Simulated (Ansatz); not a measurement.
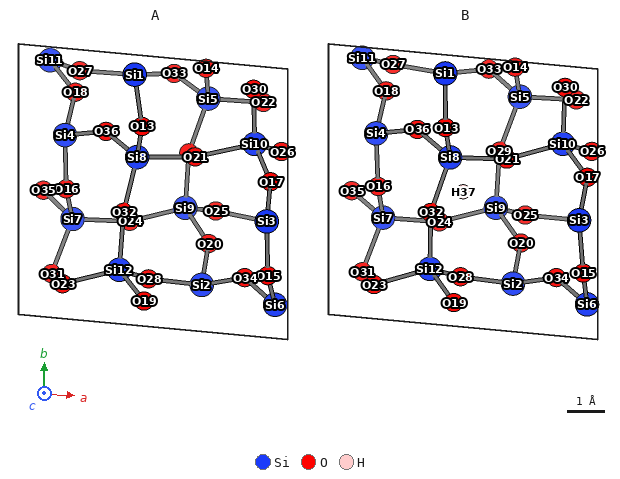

Two geometries of a defect cell of composition Si12HO24 (cell charge +1), drawn at one scale. One is the start of a relaxation, the other its converged end. The picture is a ball-and-stick view of the cell of the calculation (origin shifted), seen along the c axis.

These are results of DFT PBE, scalar-relativistic, plane waves, PAW in Ansatz, not measurements. (plane-wave cutoff 420 eV; k-point mesh 2 × 2 × 2; occupations gaussian; smearing width 0.01 eV; mesh shifted by (0.5, 0.5, 0.5); no spin polarisation; atoms relaxed in a fixed cell; force threshold 0.025 eV/Å; at most 45 steps)

### Which of the two is the end point?

Structure A is the relaxed one. Case: H interstitial, charge +1, atoms relaxed at the host's cell. The atoms of the start lie slightly off their symmetric places, so part of the fall in energy undoes that. H37 moves most: 1.57 Å along [3 3 1]. By element the largest moves are H 1.57 Å, O 0.39 Å, Si 0.15 Å. The cell doesn't change. Some distances before and after: O21–H37 2.378 → 1.002 Å, Si10–O21 1.622 → 1.764 Å, Si8–O21 1.627 → 1.769 Å, Si10–O17 1.627 → 1.594 Å. New bonds form, among them: O21–H37 (2.38 → 1.00 Å). Among the angles between lasting bonds that change: Si8–O21–Si10 150.1° → 135.5°, Si3–O17–Si10 146.2° → 160.6°, Si5–O29–Si9 150.0° → 137.7°. The energy falls by 4.222 eV per cell of the calculation in 14 accepted moves (16 points after the start). The largest force component goes from 1.3 to 0.012 eV/Å. The line search rejected the trial steps at points 10, 15 of the run. Cost: 110 s on 4 threads of Intel(R) Xeon(R) 6975P-C (Granite Rapids) (shared host), peak memory 1.4 GiB.

Limits of the set-up: the periodic images lie only 7.5 Å apart, so the values are limited by the cell's size; the cell is charged, on a uniform background, and energies carry no finite-size correction.
